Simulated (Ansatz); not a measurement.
**Geometry relaxation, with input and output: TaAs**

System: TaAs (Fm-3m, 2 atoms in the cell).
Method: DFT r2SCAN, scalar-relativistic, plane waves, PAW, no spin polarisation (Ansatz 0.2.0).

The structure was made by swapping elements on the sites of another compound; it need not be a known phase. It belongs to a series of runs on one base structure; here: N -> As on all its sites, cell and atoms relaxed. Figures and captions count atoms from 1; the log counts them from 0 in places.

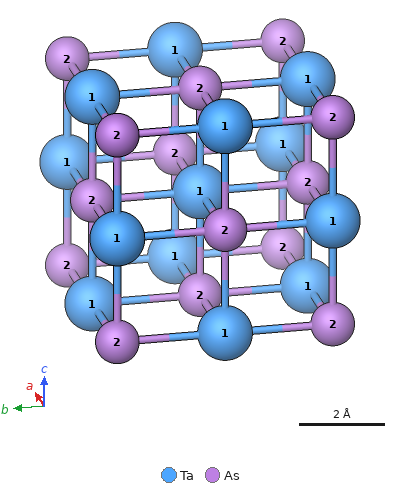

The starting structure (ball-and-stick view of the cell 4 times as large as that of the calculation, set on its symmetry axes, seen at an oblique angle; atoms are numbered from 1 in the order of the input). An atom can appear more than once, as a periodic image.

**The input**
```yaml
crystal:
  lattice:
    - [0.0, 2.6198724482, 2.6198724482]
    - [2.6198724482, 0.0, 2.6198724482]
    - [2.6198724482, 2.6198724482, 0.0]
  atoms:
    - { symbol: Ta, position: [0.5, 0.5, 0.5] }
    - { symbol: As, position: [0.0, 0.0, 0.0] }
basis:
  ecutwfc: 500
kpoints:
  mp_grid: { grid: [14, 14, 14] }
hamiltonian:
  xc: r2scan
scf:
  occupations: { method: gaussian, width: 0.1 }
output:
  forces: true
  stress: true
  eigenvalues: true
relax:
  adjacent_minimum: "off"
  f_tol: 0.01
  max_steps: 60
  cell: { stress_tol: 0.1 }
```

Launched with:
```bash
ansatz run input.yaml --threads 2 --pin off --max-ram 5120MiB --backend cpu --events-out ev --progress --plain --runs-dir out
```

**Log**
```
Engine: ansatz 0.2.0, x86_64-unknown-linux-gnu
Pseudopotentials: kind: paw
Pseudopotential: Ta, paw, valence charge 13, recommended cutoff 500 eV (meta_gga), Ta.paw.azcp
Pseudopotential: As, paw, valence charge 15, recommended cutoff 500 eV (meta_gga), As.paw.azcp
Functional definition: r2SCAN
  parameter k0 = 0.174
  parameter k1 = 0.065
  parameter a1 = 4.9479
  exchange = r2scan_x(k0 = k0, k1 = k1, a1 = a1)
  correlation = r2scan_c
Crystal: 2 atoms, lattice volume = 35.964 Å³
Basis set: ecut = 500 eV, 941 PW (Γ), exchange–correlation on 120×120×120 points (64 copies of the dense FFT grid, shifted against one another)
Bands: 18, of which v1, the nominal top of the filled ones, is band 14 counted from 1 (13 counted from 0)
Symmetry: 48 space group operations
Space group: Fm-3m (ITA 225), of the structure as read, at distance tolerance 3.3e-5 Å
k-points: 104 of 2744
Non-local potential: Ta, projectors of the file, l = 0: 3, l = 1: 2, l = 2: 2, l = 3: 1
Non-local potential: As, projectors of the file, l = 0: 2, l = 1: 2, l = 2: 3, l = 3: 1
PAW form: soft (Blöchl's): semilocal exchange-correlation on the pseudo side does not see the compensation charge
PAW frozen core: Ta, regenerated for the run's functional (the file was generated under x = pbe(κ = 0.804, μ = 0.2195149727645171), c = pbe(β = 0.06672455060314922))
PAW frozen core: As, regenerated for the run's functional (the file was generated under x = pbe(κ = 0.804, μ = 0.2195149727645171), c = pbe(β = 0.06672455060314922))
PAW one-centre angular grid: Ta, 590 points (default); XC on 160 Gauss nodes
PAW one-centre angular grid: As, 590 points (default); XC on 160 Gauss nodes
Initial density: superposition of atomic densities (neutral atoms: chi_scale 0, normalization atom), corrected by the library's trained network
Initial wavefunctions: pseudopotential atomic-orbital guess
Functional: x = r2scan, c = r2scan; τ floored in thin density (d = 2e-4 eV/Å³)
SCF iter   1: F=—  HF=-14808.925284 eV  |F-HF|=—  |Δ(HF+E_count)|=         —  Δρ=7.01e-3  dr2=2.26e-2  dr2_τ=1.40e-2  ethr=1.77e-3  ⟨swp⟩=5.8  Hψ=20618  notcnv=0  defer=11
automatic band count: the SCF goes on with 22 bands, as 18 were too few: the levels above may hold too much charge
preconditioner: auto → Kerker (q_TF=auto, 2.617 Å⁻¹)  [metal: Δε(μ)=0.044 eV  Ē_g=11.690 eV  σ=0.100 eV  W_gap=0.24  n_scr=14 (ndim 8)  ℏωp=19.6 eV  f_vac=0.000  D(μ)=1.50/eV (n_scr^D=14)]
SCF iter   2: F=—  HF=-14808.968226 eV  |F-HF|=—  |Δ(HF+E_count)|=   4.29e-2  Δρ=4.45e-3  dr2=7.26e-3  dr2_τ=5.64e-4  ethr=8.07e-5  ⟨swp⟩=2.0  Hψ=5053  notcnv=0  defer=251
SCF iter   3: F=—  HF=-14808.969118 eV  |F-HF|=—  |Δ(HF+E_count)|=   8.92e-4  Δρ=2.01e-3  dr2=1.48e-3  dr2_τ=7.33e-5  ethr=2.59e-5  ⟨swp⟩=2.2  Hψ=2504  notcnv=0  defer=251
SCF iter   4: F=—  HF=-14808.969501 eV  |F-HF|=—  |Δ(HF+E_count)|=   3.83e-4  Δρ=3.97e-4  dr2=4.77e-5  dr2_τ=6.30e-6  ethr=5.29e-6  ⟨swp⟩=2.0  Hψ=2576  notcnv=0  defer=251
SCF iter   5: F=—  HF=-14808.969547 eV  |F-HF|=—  |Δ(HF+E_count)|=   4.61e-5  Δρ=1.20e-4  dr2=6.23e-6  dr2_τ=1.60e-7  ethr=1.70e-7  ⟨swp⟩=2.1  Hψ=2649  notcnv=0  defer=251
SCF iter   6: F=—  HF=-14808.969554 eV  |F-HF|=—  |Δ(HF+E_count)|=   6.60e-6  Δρ=3.17e-5  dr2=3.54e-7  dr2_τ=7.34e-9  ethr=2.22e-8  ⟨swp⟩=2.0  Hψ=2577  notcnv=0  defer=251
SCF iter   7: F=-14808.969554 eV  HF=-14808.969554 eV  |F-HF|=1.08e-8  |Δ(HF+E_count)|=   2.45e-7  Δρ=6.73e-6  dr2=1.45e-8  dr2_τ=4.23e-10  ethr=3.57e-10  ⟨swp⟩=9.1  Hψ=10606  notcnv=0
SCF 1 converged in 7 iterations: F = -14808.969554 eV  dr2 = 1.45e-8
  greatest PAW one-centre occupation: 0.999 electrons in one spin orbital (limit 2), on the As atom at site 1 (counted from 0), in its partial waves of l = 2
relax step   1: F+E_penalty+E_count = -14808.96955412 eV  Δ(F+E_penalty+E_count) = +0.000e0 eV  max|allowed force component| = 1.844e-29 eV/Å  Δτ_max = 0.0000 Å  P = -0.095 GPa  Ω = 35.964 Å³  (7 SCF iters, dr2 threshold 1.00e-7 eV, accepted)
Bands: 22, of which v1, the nominal top of the filled ones, is band 14 counted from 1 (13 counted from 0)
Initial density: handed on by an earlier stage of this run
Initial wavefunctions: pseudopotential atomic-orbital guess (no wavefunctions were taken with the density)
iter 1 solved again at ethr=1.44e-8 eV; its pass at ethr=3.10e-3 eV (dr2=4.03e-6 eV) is discarded
SCF iter   1: F=—  HF=-14808.969553 eV  |F-HF|=—  |Δ(HF+E_count)|=         —  Δρ=6.72e-6  dr2=1.44e-8  dr2_τ=4.05e-10  ethr=1.44e-8  ⟨swp⟩=3.0  Hψ=17560  notcnv=0
preconditioner: auto → Kerker (q_TF=auto, 2.617 Å⁻¹)  [metal: Δε(μ)=0.009 eV  Ē_g=11.638 eV  σ=0.100 eV  W_gap=0.05  n_scr=14 (ndim 8)  ℏωp=19.6 eV  f_vac=0.000  D(μ)=1.53/eV (n_scr^D=14)]
SCF iter   2: F=—  HF=-14808.969554 eV  |F-HF|=—  |Δ(HF+E_count)|=   9.10e-7  Δρ=4.65e-6  dr2=7.38e-9  dr2_τ=1.52e-10  ethr=5.13e-11  ⟨swp⟩=1.9  Hψ=3086  notcnv=0
SCF iter   3: F=—  HF=-14808.969554 eV  |F-HF|=—  |Δ(HF+E_count)|=   7.79e-9  Δρ=7.60e-7  dr2=1.83e-10  dr2_τ=4.20e-11  ethr=2.63e-11  ⟨swp⟩=2.0  Hψ=2828  notcnv=0
SCF iter   4: F=-14808.969554 eV  HF=-14808.969554 eV  |F-HF|=4.00e-11  |Δ(HF+E_count)|=  1.98e-10  Δρ=1.91e-7  dr2=1.17e-11  dr2_τ=1.21e-12  ethr=1.00e-12  ⟨swp⟩=5.6  Hψ=8526  notcnv=0
SCF 2 converged in 4 iterations: F = -14808.969554 eV  dr2 = 1.17e-11
relax step   2: F+E_penalty+E_count = -14808.96955412 eV  Δ(F+E_penalty+E_count) = -2.958e-9 eV  max|allowed force component| = 1.320e-29 eV/Å  Δτ_max = 0.0000 Å  P = -0.096 GPa  Ω = 35.964 Å³  stress off target by 9.55e-2 GPa  SCF on the basis re-selected at this cell (its energy is not comparable with the rows above)  (4 SCF iters)
```

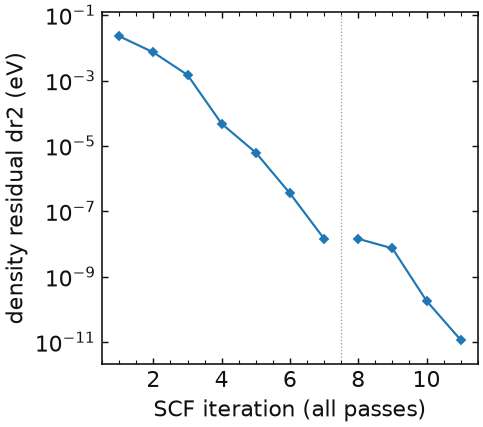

Convergence of the self-consistent field: density residual dr2 against the SCF iteration. The dotted lines part the SCF passes of the relaxation: geometry steps, rejected trials and re-solves on a re-selected basis. The passes take 7 and 4 iterations.

```
basis re-selected at this cell: Δ(F+E_penalty+E_count) = -2.958e-9 eV, ΔP = -0.000 GPa vs the last step (what re-selecting the basis moved, of the pressure what is left beyond the Pulay correction that the steps carried, after the strain that the cell walked since its last selection, with what the two solves' SCF thresholds leave and, on support functions, any second-order correction that the steps lacked; it is no measure of the basis error at this ecutwfc). This SCF's stress stands 9.55e-2 GPa from its target on what of the cell is left free (relax.cell.stress_tol is 1.00e-1 GPa) and its largest allowed force component is 1.32e-29 eV/Å (relax.f_tol is 1.00e-2 eV/Å): within both
SCF converged after 4 iterations
Free energy (F): -14808.969554 eV
Harris-Foulkes:  -14808.969554 eV  (|F-HF|=4.00e-11)
Internal energy: -14808.961905 eV  (E = F + TS)
E sigma→0 (E₀):  -14808.965730 eV
Entropy (-TS):   -0.007649 eV (-3.824 meV/atom)
Fermi energy:    17.184966 eV
--- Per-component energies (eV) ---
  E_band       = -313.625422
  E_kinetic    = 473.238068
  E_local      = -2077.687492  (includes V_loc(G=0)·N_el)
  E_nonlocal   = -654.621205
  E_hartree    = 1069.861862
  E_xc         = -279.623908
  E_vxc        = -307.671311  (∫ρ·V_xc dr)
  E_paw        = -10271.752771  (= ΣΔE_a)
  E_vpaw       = 97.840559  (= ΣTr[D̂ρ^β])
  E_aug_tail   = 0.000075  (compensation charges beyond the density's cutoff)
  E_vtau       = 15.552137  (kinetic-family band-sum trace: ∫τ·v_τ [+ j·A + Jᵃ·Aᵃ] dr)
  E_ewald      = -3066.162847
  E_core_change = -2.213688  (= ΣΔE_core)
  E_smearing   = -0.007649  (= −TS)
  E_closure    = 0.000000  (closes the sum)
  Σ components = -14808.969554   (vs F -14808.969554, Δ=0.00e0)
--- Forces (eV/Å), atoms counted from 1 ---
  atom   1  Ta     0.00000000    -0.00000000    -0.00000000
  atom   2  As    -0.00000000    -0.00000000     0.00000000
  max |Σ_I F_I| component: 2.62e-29 eV/Å
--- Stress (GPa, compression-positive) ---
       -0.095550       0.000000       0.000000
        0.000000      -0.095550       0.000000
        0.000000      -0.000000      -0.095550
  P = ⅓ Tr σ = -0.0955 GPa (-0.955 kbar)
--- Band table (eV; the first three rows and the last of 104) ---
  k-point 0: bands = ["-53.8768", "-19.9816", "-19.9816", "-19.9500", "-19.9500", "-19.9500", "-19.7188", "-19.7188", "-19.7188", "2.0621", "15.4409", "15.4409", "15.4409", "16.1519", "16.1519", "16.4793", "16.4793", "16.4793", "21.6443", "25.1982", "31.5080", "31.5080"]
  k-point 1: bands = ["-53.8765", "-19.9966", "-19.9966", "-19.9519", "-19.9501", "-19.9501", "-19.7240", "-19.7036", "-19.7036", "2.1524", "14.8550", "15.0979", "15.0979", "15.6900", "15.6900", "16.6465", "17.4946", "17.4946", "22.1085", "25.3948", "30.3859", "30.9617"]
  k-point 2: bands = ["-53.8758", "-20.0327", "-20.0327", "-19.9579", "-19.9498", "-19.9498", "-19.7383", "-19.6680", "-19.6680", "2.4180", "13.6983", "14.2277", "14.2277", "15.8959", "15.8959", "16.8300", "18.7777", "18.7777", "23.1759", "25.8242", "29.0032", "29.7498"]
  k-point 103: bands = ["-53.8702", "-20.1267", "-19.9794", "-19.9628", "-19.9624", "-19.9435", "-19.7988", "-19.7841", "-19.6193", "4.4759", "11.5167", "11.6958", "11.8429", "17.1424", "17.9520", "18.0400", "18.9124", "19.9144", "25.3309", "27.2060", "27.2660", "27.9255"]
--- Relaxed structure (1 steps of the walk, 1 accepted, 1 SCFs on fresh bases) ---
  F+E_penalty+E_count = -14808.96955412 eV   max|allowed force component| = 1.320e-29 eV/Å   (the final SCF, on the basis selected at the relaxed cell)
  cell:  # Å, volume = 35.9642 Å³
    - [0.0, 2.6198724482, 2.6198724482]
    - [2.6198724482, 0.0, 2.6198724482]
    - [2.6198724482, 2.6198724482, 0.0]
  atoms:
    - { symbol: Ta, position: [0.5, 0.5, 0.5] }
    - { symbol: As, position: [0.0, 0.0, 0.0] }
```

**Trajectory as extended XYZ (Å, eV, eV/Å), 2 frames, from step=1 to step=2**
```
2
Lattice="0.0000 2.6199 2.6199 2.6199 0.0000 2.6199 2.6199 2.6199 0.0000" Properties=species:S:1:pos:R:3:forces:R:3 step=1 energy=-14808.96955 pressure_GPa=-0.10
Ta    2.6199    2.6199    2.6199    0.0000   0.0000   0.0000
As    0.0000    0.0000    0.0000    0.0000   0.0000   0.0000
2
Lattice="0.0000 2.6199 2.6199 2.6199 0.0000 2.6199 2.6199 2.6199 0.0000" Properties=species:S:1:pos:R:3:forces:R:3 step=2 energy=-14808.96955 pressure_GPa=-0.10
Ta    2.6199    2.6199    2.6199    0.0000   0.0000   0.0000
As    0.0000    0.0000    0.0000    0.0000   0.0000   0.0000
```

**Results in brief**

| quantity | value |
| --- | --- |
| outcome | converged |
| space group (tolerance 0.01 Å) | Fm-3m (225) |
| electrons treated | 28 |
| free energy | −14808.9696 eV |
| Fermi energy | 17.185 eV |
| gap on the k-point mesh | none (metallic) |
| pressure | −0.10 GPa |
| final volume | 35.96 Å³ |
| largest force (length of the vector) at the end | under 0.001 eV/Å |
| final cell | a = 3.705 Å, b = 3.705 Å, c = 3.705 Å, α = 60.00°, β = 60.00°, γ = 60.00° |
| hardware | 2 threads of Intel Xeon @ 2.50GHz (Skylake/Cascade Lake), 189 GiB of memory available, shared host |
| wall time | 21 s (CPU time 40 s) |
| peak memory | 0.56 GiB |

**Remarks**

Spin–orbit coupling is left out, which matters for Ta.
